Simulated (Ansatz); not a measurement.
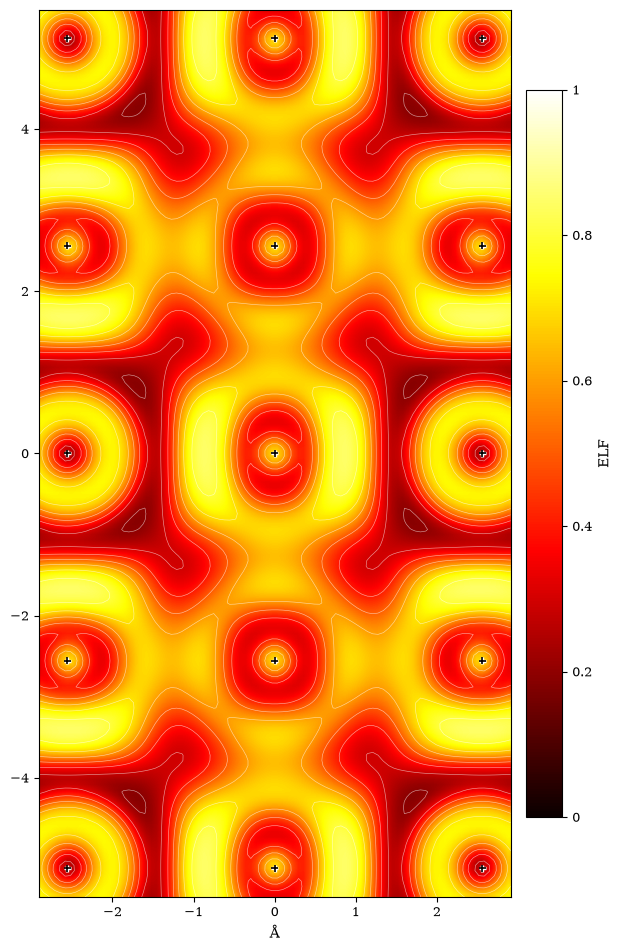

The ELF on a plane through atoms (crosses mark nuclei in the plane).

The calculation used Ansatz, DFT PBE, scalar-relativistic, plane waves, PAW.

Candidates:
A. Zn$_{4}$SnN, a = 3.64 Å, b = 3.64 Å, c = 7.89 Å, α = 90.00°, β = 90.00°, γ = 90.00°. Space group P4/mmm; a structure generated by program, which may or may not match a known phase; computed without spin polarisation.
B. Si$_{3}$Mo, a = 5.12 Å, b = 5.12 Å, c = 5.12 Å, α = 90.00°, β = 90.00°, γ = 90.00°. Space group Im-3m; a structure generated by program, which may or may not match a known phase; spin-polarised.
C. SiGe$_{4}$, a = 3.20 Å, b = 3.20 Å, c = 21.47 Å, α = 90.00°, β = 90.00°, γ = 120.00°. Space group P-3m1; a structure generated by program, which may or may not match a known phase.

### Which candidate gave the map?

Candidate B: Si$_{3}$Mo on the (010) plane of the conventional cell, which holds Si and Mo. Si–Si (2.56 Å): the ELF peaks at about 0.70 between the atoms. Si–Mo (2.56 Å): the ELF peaks at about 0.85 in the valence shell of Si, 0.9 Å from its nucleus, and is about 0.45 at the midpoint.
